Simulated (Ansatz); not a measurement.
AlNi: several calculations on one system

**1. Relaxation**

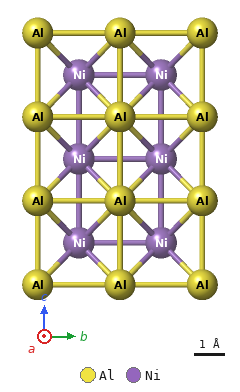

Crystalline AlNi (set up in P4/mmm), before the relaxation. Style: ball-and-stick. Shown: the cell of the calculation, repeated 1 × 2 × 3 with one cell outlined, along the a axis.

Case: biaxial strain in the a-b plane of -1.0 %; c and atoms relaxed.

All numbers below come from Ansatz 0.2.0, DFT r2SCAN, scalar-relativistic, plane waves, PAW.

The input:
```yaml
crystal:
  lattice:
    - [2.8313328267, 0.0, 0.0]
    - [0.0, 2.8313328267, 0.0]
    - [0.0, 0.0, 2.8872374075]
  atoms:
    - { symbol: Al, position: [0.0, 0.0, 0.0] }
    - { symbol: Ni, position: [0.5, 0.5, 0.5] }
basis:
  ecutwfc: 500
kpoints:
  mp_grid: { grid: [18, 18, 18] }
hamiltonian:
  xc: r2scan
scf:
  occupations: { method: gaussian, width: 0.1 }
output:
  forces: true
  stress: true
  eigenvalues: true
relax:
  adjacent_minimum: "off"
  f_tol: 0.008
  max_steps: 40
  cell: { stress_tol: 0.015, fix: [a, b, gamma] }
```

Run as
```bash
ansatz run input.yaml --threads 1 --pin off --max-ram 2560MiB --backend cpu --events-out ev --progress --plain --runs-dir out
```

Where does the relaxation end?

No atom moves by more than 0.005 Å relative to the cell. Cell: a = b unchanged at 2.831 Å, c 2.887 → 2.908 Å (+0.7 %). Volume +0.7 %. Near-neighbour distances that change, for instance: Al1–Al1 2.887 → 2.908 Å, Ni2–Ni2 2.887 → 2.908 Å, Al1–Ni2 2.468 → 2.474 Å. The space group stays P4/mmm (No. 123). After 3 accepted moves (5 points after the start) the energy has fallen by 0.4 meV per atom. All forces vanish by symmetry, so only the cell relaxes. The pressure goes from 2.57 to 1.24 GPa. At 2 points the geometry stayed and the basis and grid were re-selected for the new cell (energy shift of less than 0.05 meV per atom at most each time).

Limits of the set-up: an element that often carries a moment was run without spin polarisation.

**2. Relaxation**

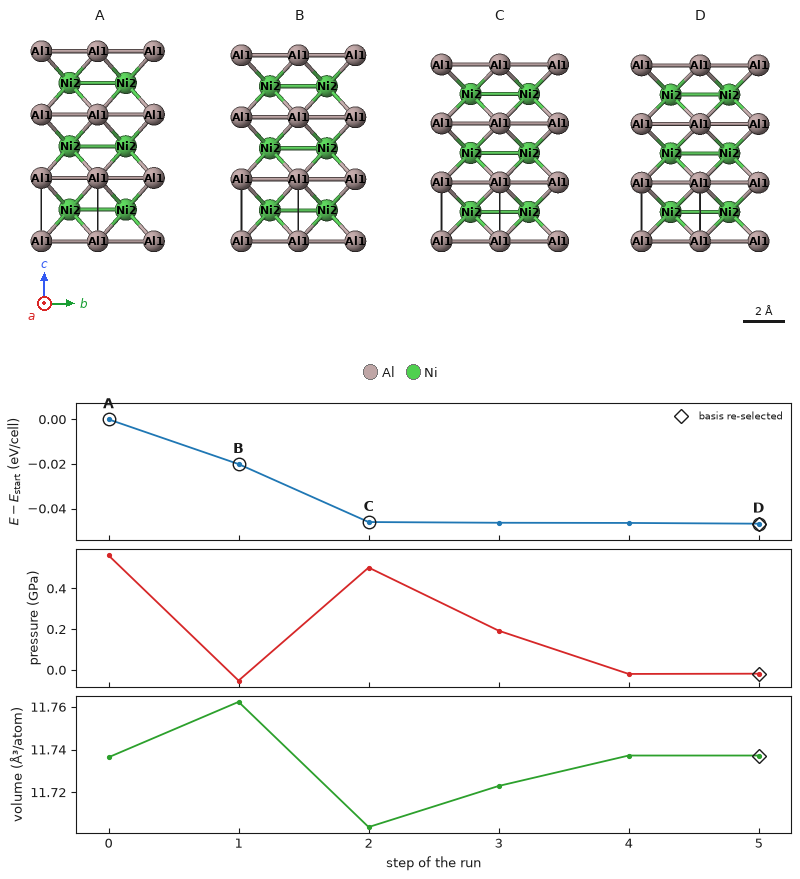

Frames of a relaxation of crystalline AlNi (set up in Cmmm), marked on the history of the run. Style: ball-and-stick. Shown: the cell of the calculation, repeated 1 × 2 × 3 with one cell outlined, along the a axis.

Method: DFT r2SCAN, scalar-relativistic, plane waves, PAW in Ansatz. (plane-wave cutoff 500 eV; k-point mesh 16 × 16 × 14; occupations gaussian; smearing width 0.1 eV; no spin polarisation; cell and atoms relaxed; force threshold 0.005 eV/Å; at most 80 steps)

What happens along the run?

Answer. The atoms keep their places relative to the cell (all moves are under 0.005 Å). The drawn cell changes at constant volume: a = b 2.752 → 2.860 Å (+3.9 %), c 3.099 → 2.870 Å (−7.4 %), γ 90.4° → 90.0°. Among the contacts that change: Al1–Al1 2.752 → 2.860 Å, Ni2–Ni2 2.752 → 2.860 Å, Al1–Ni2 2.493 → 2.480 Å. Within 0.06 Å the space group is P4/mmm at the start and Pm-3m at the end; at a tighter tolerance small leftover displacements or strains of the cell lower it. Over 4 accepted moves (5 points after the start) the energy falls by 46.8 meV per cell of the calculation. All forces vanish by symmetry, so only the cell relaxes. The pressure goes from 0.56 to −0.02 GPa. At 1 point the geometry stayed and the basis and grid were re-selected for the new cell (energy shift of 0.3 meV per cell of the calculation at most each time). The run took 3 min on 1 thread of Intel(R) Xeon(R) Processor @ 2.70GHz, on a shared host, peak memory 0.63 GiB. From step 0 to 1: volume +0.2 %, energy −20.1 meV per cell of the calculation. From step 1 to 2: volume −0.5 %, energy −26.0 meV per cell of the calculation. From step 2 to 5: volume +0.3 %, energy −0.7 meV per cell of the calculation.

```
step  E − E(0), meV/atom  pressure, GPa  volume, Å³/atom                      note
   0                0.00           0.56           11.736                          
   1              -10.03          -0.05           11.762                          
   2              -23.02           0.50           11.704                          
   3              -23.18           0.19           11.723                          
   4              -23.22          -0.02           11.737                          
   5              -23.39          -0.02           11.737  same geometry, new basis
```

Limits of the set-up: an element that often carries a moment was run without spin polarisation.

**3. Series**

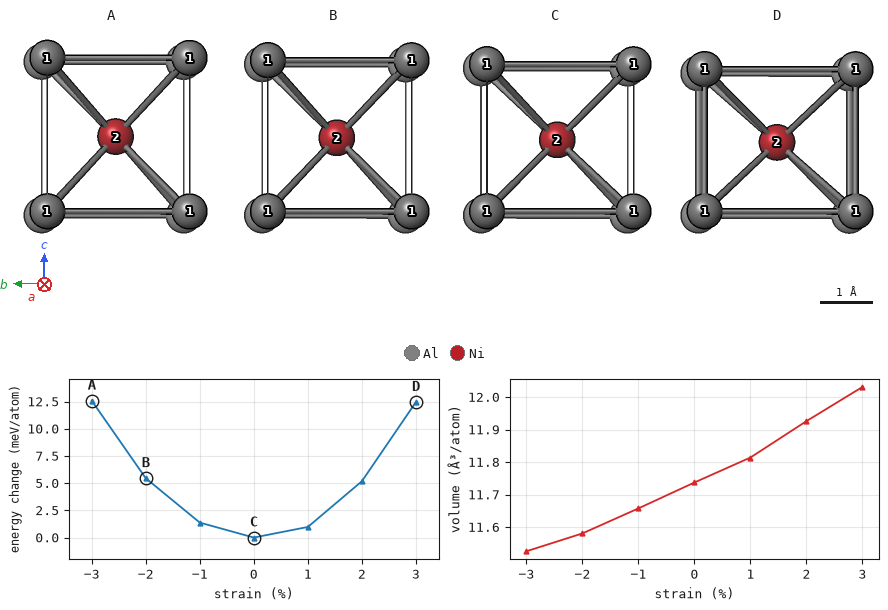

Members of a series of calculations on a crystal of AlNi (set up in P4/mmm), marked on the first curve. Style: ball-and-stick. Shown: the cell of the calculation, from a free direction.

Theory: DFT r2SCAN, scalar-relativistic, plane waves, PAW (Ansatz 0.2.0). Set-up: plane-wave cutoff 500 eV; k-point mesh 18 × 18 × 18; occupations gaussian; smearing width 0.1 eV; no spin polarisation.

> Describe the series.

Biaxial strain in the a–b plane, c and atoms relaxed. A (strain −3.0 %): energy change 12.6 meV/atom, volume 11.53 Å³ per atom. B (strain −2.0 %): energy change 5.5 meV/atom, volume 11.58 Å³ per atom. C (strain 0.0 %): energy change 0.0 meV/atom, volume 11.74 Å³ per atom. D (strain 3.0 %): energy change 12.5 meV/atom, volume 12.03 Å³ per atom. The rest compares A with D. The volume changes by +4.4 %, with a = b 2.774 → 2.946 Å (+6.2 %), c 2.995 → 2.773 Å (−7.4 %). Near-neighbour distances before and after: Al–Al 2.995 → 2.773 Å, Ni–Ni 2.995 → 2.773 Å, Al–Al 2.774 → 2.946 Å.

Limits of the set-up: an element that often carries a moment was run without spin polarisation.
